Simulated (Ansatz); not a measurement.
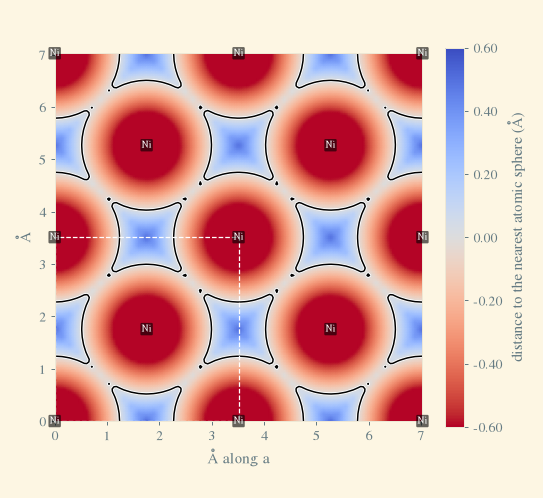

Map of the distance to the nearest atomic sphere in Ni (Fm-3m), computed on the section y = 0.000 (parallel to a and c; the dashed line is one cell). The black line marks the spheres' surfaces; positive values are empty space; unlabelled circles belong to atoms above or below the section.

Hard-sphere model; metallic radii: Ni 1.24 Å.

Source of the atomic positions: the input geometry of an electronic-structure calculation (not necessarily at equilibrium).

```xyz
4
Lattice="3.5123 0.0000 0.0000 0.0000 3.5123 0.0000 0.0000 0.0000 3.5123" Properties=species:S:1:pos:R:3 pbc="T T T"
Ni    0.0000    0.0000    0.0000
Ni    0.0000    1.7562    1.7562
Ni    1.7562    0.0000    1.7562
Ni    1.7562    1.7562    0.0000
```

Where is the largest hole in this section, and how large is it?

Answer. At 0.000, 0.000, 0.500 (fractional), where the distance reaches 0.52 Å; it is enclosed by 6 Ni in an octahedral arrangement. It is the largest hole of the crystal.

How much of the crystal lies outside the spheres?

Answer. About 26 % of the cell's volume, and 21 % of this section's area.

What can pass through?

Answer. The largest sphere that fits anywhere has a diameter of 1.03 Å; the largest that can travel through the crystal, about 0.4 Å.
